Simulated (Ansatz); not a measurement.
# What a change does: geometry relaxation on Si

System: Si (P6₃/mmc, 8 atoms in the cell).
Method of run A: DFT, PBE, plane waves, PAW, no spin polarisation (Ansatz 0.2.0).

The structure derives from a Materials Project entry. Text and figures count atoms from 1; the logs count them from 0 in places.

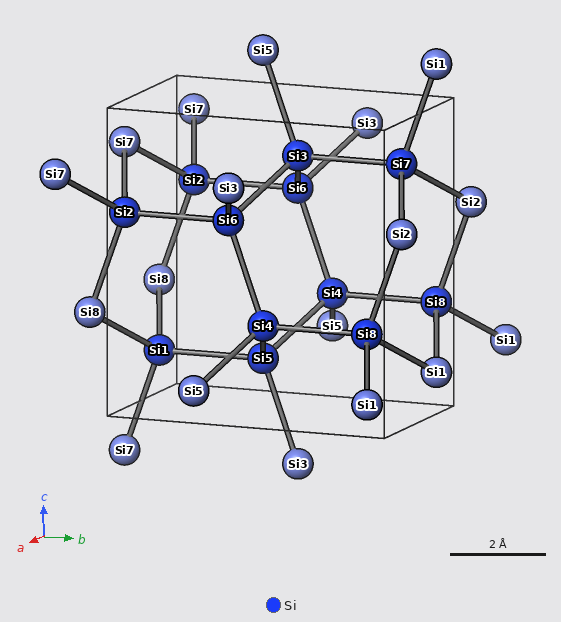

The starting structure (ball-and-stick view of the cell of the calculation, seen slightly off an axis; neighbours outside the cell are drawn fainter; atoms are numbered from 1 in the order of the input). Near neighbours in the crystal (not all of them lie inside the picture): Si has 4 Si at 2.36 to 2.38 Å.

The input, run A:
```yaml
crystal:
  lattice:
    - [1.9257885549, 3.3355636216, 0.0]
    - [0.0, 0.0, 6.3657023502]
    - [5.7773656645, -3.3355636216, 0.0]
  atoms:
    - { symbol: Si, position: [0.5, 0.0629602122, 0.1666666667] }
    - { symbol: Si, position: [1.0, 0.0629602122, 0.6666666667] }
    - { symbol: Si, position: [0.5, 0.5629602122, 0.8333333333] }
    - { symbol: Si, position: [1.0, 0.5629602122, 0.3333333333] }
    - { symbol: Si, position: [0.5, 0.4370397878, 0.1666666667] }
    - { symbol: Si, position: [1.0, 0.4370397878, 0.6666666667] }
    - { symbol: Si, position: [0.5, 0.9370397878, 0.8333333333] }
    - { symbol: Si, position: [1.0, 0.9370397878, 0.3333333333] }
basis:
  ecutwfc: 420
kpoints:
  mp_grid: { grid: [10, 6, 6] }
hamiltonian:
  xc: pbe
scf:
  occupations: { method: gaussian, width: 0.1 }
  mixing: { preconditioner: kerker_dos }
output:
  forces: true
  eigenvalues: true
  stress: true
relax:
  adjacent_minimum: "off"
  f_tol: 0.001
  max_steps: 60
  cell: { stress_tol: 0.15 }
  max_displacement: 0.05
```

Command:
```bash
ansatz run input.yaml --threads 1 --pin off --max-ram 2560MiB --backend cpu --events-out ev --progress --plain --runs-dir out
```

Hardware: 1 thread of Intel Xeon (Granite Rapids), 128 GiB of memory available, shared host.

Output, shortened to warnings, some set-up lines, iterations and results (run A):
```
Basis set: ecut = 420 eV, 3203 PW (Γ), exchange–correlation on 54×90×90 points (8 copies of the dense FFT grid, shifted against one another)
Symmetry: 16 space group operations
k-points: 96 of 360
Initial density: superposition of atomic densities (neutral atoms: chi_scale 0, normalization atom), corrected by the library's trained network
[...]
SCF iter   1: F=—  HF=-5086.390039 eV  |F-HF|=—  |Δ(HF+E_count)|=         —  Δρ=1.15e-3  dr2=1.94e-3  ethr=1.77e-3  ⟨swp⟩=7.6  Hψ=13687  notcnv=0
SCF iter   2: F=—  HF=-5086.391640 eV  |F-HF|=—  |Δ(HF+E_count)|=   1.60e-3  Δρ=4.94e-4  dr2=2.60e-4  ethr=6.05e-6  ⟨swp⟩=2.1  Hψ=4523  notcnv=0
SCF iter   3: F=—  HF=-5086.392082 eV  |F-HF|=—  |Δ(HF+E_count)|=   4.41e-4  Δρ=1.06e-4  dr2=1.08e-5  ethr=8.12e-7  ⟨swp⟩=2.0  Hψ=3488  notcnv=0
SCF iter   4: F=—  HF=-5086.392118 eV  |F-HF|=—  |Δ(HF+E_count)|=   3.60e-5  Δρ=7.69e-6  dr2=1.18e-7  ethr=3.38e-8  ⟨swp⟩=2.0  Hψ=3569  notcnv=0
SCF iter   5: F=-5086.392118 eV  HF=-5086.392118 eV  |F-HF|=1.65e-8  |Δ(HF+E_count)|=   1.30e-7  Δρ=2.09e-6  dr2=7.10e-9  ethr=3.69e-10  ⟨swp⟩=2.0  Hψ=3517  notcnv=0
[... 8 lines ...]
SCF iter   1: F=—  HF=-5086.392124 eV  |F-HF|=—  |Δ(HF+E_count)|=         —  Δρ=9.71e-7  dr2=9.09e-10  ethr=4.16e-8  ⟨swp⟩=3.8  Hψ=20516  notcnv=0
SCF iter   2: F=—  HF=-5086.392120 eV  |F-HF|=—  |Δ(HF+E_count)|=   3.19e-6  Δρ=4.82e-7  dr2=1.97e-10  ethr=2.25e-12  ⟨swp⟩=5.2  Hψ=12565  notcnv=0
SCF iter   3: F=-5086.392120 eV  HF=-5086.392120 eV  |F-HF|=2.21e-10  |Δ(HF+E_count)|=   2.15e-9  Δρ=1.50e-7  dr2=1.74e-11  ethr=1.00e-12  ⟨swp⟩=2.0  Hψ=6528  notcnv=0
SCF 3 converged in 3 iterations: F = -5086.392120 eV  dr2 = 1.74e-11
relax step   3: F+E_penalty+E_count = -5086.39212039 eV  Δ(F+E_penalty+E_count) = +2.486e-6 eV  max|allowed force component| = 6.807e-4 eV/Å  Δτ_max = 0.0000 Å  P = -0.002 …
basis re-selected at this cell: Δ(F+E_penalty+E_count) = +2.486e-6 eV, ΔP = -0.000 GPa vs the last step (what re-selecting the basis moved, of the pressure what is left beyond the Pulay correction that the steps carried, after the strain that the cell walked since its last selection, with what the …
SCF converged after 3 iterations
Free energy (F): -5086.392120 eV
Harris-Foulkes:  -5086.392120 eV  (|F-HF|=2.21e-10)
Internal energy: -5086.392116 eV  (E = F + TS)
E sigma→0 (E₀):  -5086.392118 eV
Entropy (-TS):   -0.000005 eV (-0.001 meV/atom)
Fermi energy:    6.477380 eV
--- Per-component energies (eV) ---
  E_band       = 32.267310
  E_kinetic    = 320.668797
  E_local      = -226.589378  (includes V_loc(G=0)·N_el)
  E_nonlocal   = 206.910767
  E_hartree    = 61.818779
  E_xc         = -440.507366
  E_vxc        = -372.653829  (∫ρ·V_xc dr)
  E_paw        = -4102.130590  (= ΣΔE_a)
  E_vpaw       = -19.706646  (= ΣTr[D̂ρ^β])
  E_aug_tail   = 0.000049  (compensation charges beyond the density's cutoff)
  E_ewald      = -906.563174
  E_smearing   = -0.000005  (= −TS)
  E_closure    = -0.000000  (closes the sum)
  Σ components = -5086.392120   (vs F -5086.392120, Δ=0.00e0)
--- Forces (eV/Å), atoms counted from 1 ---
  atom   1  Si    -0.00034898     0.00020148    -0.00068067
  atom   2  Si    -0.00034898     0.00020148    -0.00068067
  atom   3  Si     0.00034898    -0.00020148    -0.00068067
  atom   4  Si     0.00034898    -0.00020148    -0.00068067
  atom   5  Si    -0.00034898     0.00020148     0.00068067
  atom   6  Si    -0.00034898     0.00020148     0.00068067
  atom   7  Si     0.00034898    -0.00020148     0.00068067
  atom   8  Si     0.00034898    -0.00020148     0.00068067
  max |Σ_I F_I| component: 3.47e-17 eV/Å
--- Stress (GPa, compression-positive) ---
       -0.005401      -0.002129       0.000000
       -0.002129      -0.007860       0.000000
        0.000000       0.000000       0.006261
  P = ⅓ Tr σ = -0.0023 GPa (-0.023 kbar)
--- Relaxed structure (2 steps of the walk, 2 accepted, 1 SCFs on fresh bases) ---
  F+E_penalty+E_count = -5086.39212039 eV   max|allowed force component| = 6.807e-4 eV/Å   (the final SCF, on the basis selected at the relaxed cell)
  cell:  # Å, volume = 163.5466 Å³
    - [1.9258657187748303, 3.3356972734154238, -8.863730688790404e-22]
[...]
```

The input of run B differs as follows (lines with − go, lines with + come):
```diff
-  mixing: { preconditioner: kerker_dos }
-  f_tol: 0.001
+  f_tol: 0.015
-  max_displacement: 0.05
```

What does this change do to the results?

Both reach the same energy, so the change doesn't alter the result. The SCF takes 9 iterations over all geometry steps against 12.

Output, shortened to warnings, some set-up lines, iterations and results (run B):
```
Basis set: ecut = 420 eV, 3203 PW (Γ), exchange–correlation on 54×90×90 points (8 copies of the dense FFT grid, shifted against one another)
Symmetry: 16 space group operations
k-points: 96 of 360
Initial density: superposition of atomic densities (neutral atoms: chi_scale 0, normalization atom), corrected by the library's trained network
[...]
SCF iter   1: F=—  HF=-5086.390039 eV  |F-HF|=—  |Δ(HF+E_count)|=         —  Δρ=1.15e-3  dr2=1.94e-3  ethr=1.77e-3  ⟨swp⟩=7.6  Hψ=13687  notcnv=0
SCF iter   2: F=—  HF=-5086.391604 eV  |F-HF|=—  |Δ(HF+E_count)|=   1.56e-3  Δρ=6.33e-4  dr2=6.14e-4  ethr=6.05e-6  ⟨swp⟩=2.1  Hψ=4509  notcnv=0
SCF iter   3: F=—  HF=-5086.392096 eV  |F-HF|=—  |Δ(HF+E_count)|=   4.92e-4  Δρ=8.45e-5  dr2=1.11e-5  ethr=1.92e-6  ⟨swp⟩=2.0  Hψ=3521  notcnv=0
SCF iter   4: F=—  HF=-5086.392115 eV  |F-HF|=—  |Δ(HF+E_count)|=   1.91e-5  Δρ=2.77e-5  dr2=1.47e-6  ethr=3.48e-8  ⟨swp⟩=2.1  Hψ=3446  notcnv=0
SCF iter   5: F=-5086.392118 eV  HF=-5086.392118 eV  |F-HF|=1.68e-8  |Δ(HF+E_count)|=   3.20e-6  Δρ=6.30e-6  dr2=7.07e-8  ethr=4.58e-9  ⟨swp⟩=2.0  Hψ=3506  notcnv=0
SCF iter   6: F=-5086.392118 eV  HF=-5086.392118 eV  |F-HF|=8.55e-11  |Δ(HF+E_count)|=   2.87e-8  Δρ=8.83e-7  dr2=1.68e-9  ethr=2.21e-10  ⟨swp⟩=7.2  Hψ=11512  notcnv=0
SCF 1 converged in 6 iterations: F = -5086.392118 eV  dr2 = 1.68e-9
relax step   1: F+E_penalty+E_count = -5086.39211793 eV  Δ(F+E_penalty+E_count) = +0.000e0 eV  max|allowed force component| = 3.723e-3 eV/Å  Δτ_max = 0.0000 Å  P = -0.011 GPa …
SCF iter   1: F=—  HF=-5086.392119 eV  |F-HF|=—  |Δ(HF+E_count)|=         —  Δρ=7.73e-7  dr2=1.17e-9  ethr=4.15e-8  ⟨swp⟩=3.8  Hψ=20508  notcnv=0
SCF iter   2: F=—  HF=-5086.392118 eV  |F-HF|=—  |Δ(HF+E_count)|=   1.53e-6  Δρ=5.77e-7  dr2=8.23e-10  ethr=3.66e-12  ⟨swp⟩=3.3  Hψ=5150  notcnv=0
SCF iter   3: F=-5086.392118 eV  HF=-5086.392118 eV  |F-HF|=5.82e-11  |Δ(HF+E_count)|=  2.50e-10  Δρ=3.33e-7  dr2=1.72e-10  ethr=2.25e-12  ⟨swp⟩=6.5  Hψ=9805  notcnv=0
SCF 2 converged in 3 iterations: F = -5086.392118 eV  dr2 = 1.72e-10
relax step   2: F+E_penalty+E_count = -5086.39211793 eV  Δ(F+E_penalty+E_count) = -2.156e-10 eV  max|allowed force component| = 3.724e-3 eV/Å  Δτ_max = 0.0000 Å  P = -0.011 …
basis re-selected at this cell: Δ(F+E_penalty+E_count) = -2.156e-10 eV, ΔP = +0.000 GPa vs the last step (what re-selecting the basis moved, of the pressure what is left beyond the Pulay correction that the steps carried, after the strain that the cell walked since its last selection, with what the …
SCF converged after 3 iterations
Free energy (F): -5086.392118 eV
Harris-Foulkes:  -5086.392118 eV  (|F-HF|=5.82e-11)
Internal energy: -5086.392113 eV  (E = F + TS)
E sigma→0 (E₀):  -5086.392116 eV
Entropy (-TS):   -0.000005 eV (-0.001 meV/atom)
Fermi energy:    6.476989 eV
--- Per-component energies (eV) ---
  E_band       = 32.244532
  E_kinetic    = 320.655657
  E_local      = -226.610170  (includes V_loc(G=0)·N_el)
  E_nonlocal   = 206.905542
  E_hartree    = 61.822399
  E_xc         = -440.501448
  E_vxc        = -372.646084  (∫ρ·V_xc dr)
  E_paw        = -4102.129053  (= ΣΔE_a)
  E_vpaw       = -19.705406  (= ΣTr[D̂ρ^β])
  E_aug_tail   = 0.000049  (compensation charges beyond the density's cutoff)
  E_ewald      = -906.535089
  E_smearing   = -0.000005  (= −TS)
  E_closure    = 0.000000  (closes the sum)
  Σ components = -5086.392118   (vs F -5086.392118, Δ=0.00e0)
--- Forces (eV/Å), atoms counted from 1 ---
  atom   1  Si     0.00004348    -0.00002510    -0.00372360
  atom   2  Si     0.00004348    -0.00002510    -0.00372360
  atom   3  Si    -0.00004348     0.00002510    -0.00372360
  atom   4  Si    -0.00004348     0.00002510    -0.00372360
  atom   5  Si     0.00004348    -0.00002510     0.00372360
  atom   6  Si     0.00004348    -0.00002510     0.00372360
  atom   7  Si    -0.00004348     0.00002510     0.00372360
  atom   8  Si    -0.00004348     0.00002510     0.00372360
  max |Σ_I F_I| component: 1.77e-17 eV/Å
--- Stress (GPa, compression-positive) ---
       -0.021934       0.004534      -0.000000
        0.004534      -0.016699       0.000000
       -0.000000       0.000000       0.004283
  P = ⅓ Tr σ = -0.0114 GPa (-0.114 kbar)
--- Relaxed structure (1 steps of the walk, 1 accepted, 1 SCFs on fresh bases) ---
  F+E_penalty+E_count = -5086.39211793 eV   max|allowed force component| = 3.724e-3 eV/Å   (the final SCF, on the basis selected at the relaxed cell)
  cell:  # Å, volume = 163.5627 Å³
    - [1.925788554872412, 3.3355636216159277, 0.0]
    - [0.0, 0.0, 6.3657023502]
[...]
```

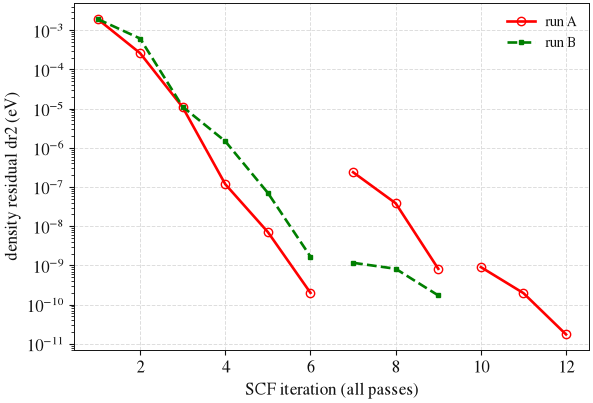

Convergence of the two runs: density residual dr2 against the SCF iteration. A break in a curve parts two SCF passes. Run A takes 12 iterations in all, and run B takes 9.

The two runs side by side:

| quantity | run A | run B |
| --- | --- | --- |
| outcome | converged | converged |
| free energy per atom (eV) | −635.7990 | −635.7990 |
| gap on the mesh (eV) | 0.45 | 0.45 |
| pressure (GPa) | 0.00 | −0.01 |
| largest force (eV/Å) | 0.001 | 0.004 |
| SCF iterations | 12 | 9 |
| irreducible k-points | 96 | 96 |
| wall time (shared host) | 39 s | 30 s |
